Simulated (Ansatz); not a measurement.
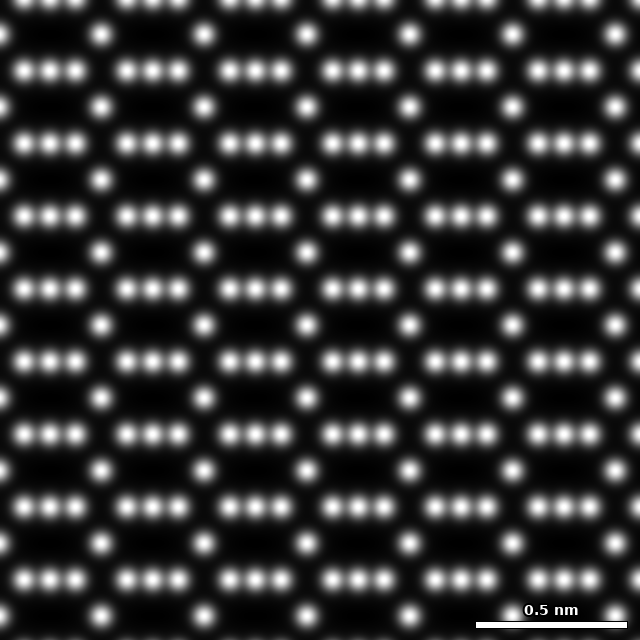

Z-contrast image of Ir (Pm-3n, No. 223). Simulated incoherent Z contrast: every atom adds Z^1.6 spread by a probe of 0.55 Å full width; channelling and multiple scattering are left out. The probe carries 15 % of its weight in a tail 2.5 times as wide. The display is stretched by a gamma of 0.8; percentages refer to the linear signal. Model: coordinates from a relaxation with DFT, LDA (PW92), plane waves (420 eV) with PAW, scalar-relativistic in Ansatz; the starting structure was generated, so it need not be a known form of this composition.

```xyz
8
Lattice="4.8658 0.0000 0.0000 0.0000 4.8658 0.0000 0.0000 0.0000 4.8658" Properties=species:S:1:pos:R:3 pbc="T T T"
Ir    0.0000    0.0000    0.0000
Ir    2.4329    2.4329    2.4329
Ir    1.2164    0.0000    2.4329
Ir    3.6493    0.0000    2.4329
Ir    2.4329    1.2164    0.0000
Ir    2.4329    3.6493    0.0000
Ir    0.0000    2.4329    1.2164
Ir    0.0000    2.4329    3.6493
```

> Along which zone axis is the crystal seen: [110], [211] or [001]? (Directions equivalent by symmetry count as one.)

[110]. The projected cells are 2.43 × 3.44 Å, 90° for [110]; 2.81 × 3.44 Å, 90° for [211]; 4.87 × 4.87 Å, 90° for [001], and the image repeats as the [110] one does.
